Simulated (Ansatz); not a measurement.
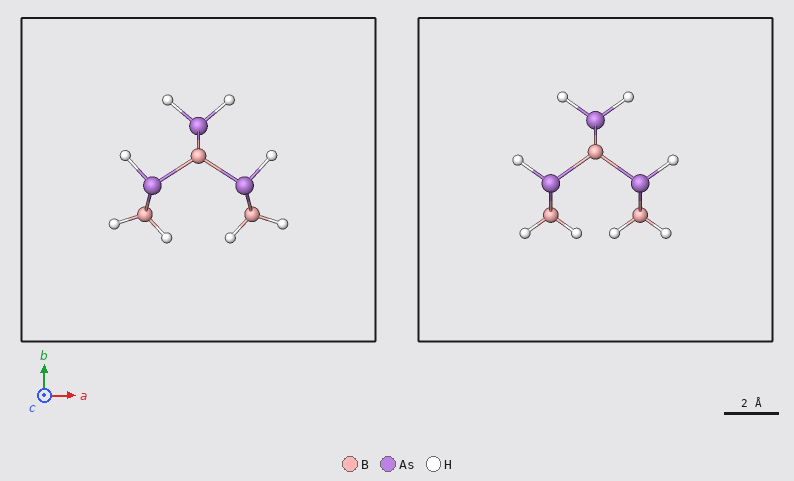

Two geometries of a wire of composition B3As3H8, drawn at one scale. One is the start of a relaxation, the other its converged end. A ball-and-stick model of the 2 repeat of the cell, with the vacuum cut short, seen along the c axis.

Level of theory: DFT PBEsol, scalar-relativistic, plane waves, PAW (Ansatz). Settings: plane-wave cutoff 420 eV; k-point mesh 1 × 1 × 10; occupations gaussian; smearing width 0.05 eV; no spin polarisation; cell relaxed at fixed a, b, alpha, beta, gamma; force threshold 0.02 eV/Å; at most 45 steps.

Q: Which of the two is the end point?

A: The left one is the relaxed one. Case: wire along [1 1 0], 6 atoms a period, capped with H. The largest moves relative to the layer's centre, 0.63 Å, are those of H atoms. Largest moves by element: H 0.63 Å, B 0.34 Å, As 0.22 Å. Along the periodic axis the drawn cell goes c 6.743 → 6.807 Å (+1.0 %). Near-neighbour distances that change, for instance: As–B 2.065 → 2.038 Å, B–H 1.190 → 1.209 Å, As–H 1.520 → 1.529 Å. Among the angles between lasting bonds that change: B–As–H 109.5° → 99.4°, H–As–H 109.5° → 99.5°, H–B–H 109.5° → 115.5°. After 6 accepted moves (7 points after the start) the energy has fallen by 0.669 eV per cell of the calculation. Largest force component: 1.2 eV/Å at the start, 0.005 eV/Å at the end. At 1 point the geometry stayed and the basis and grid were re-selected for the new cell (energy shift of 1.6 meV per cell of the calculation at most each time).
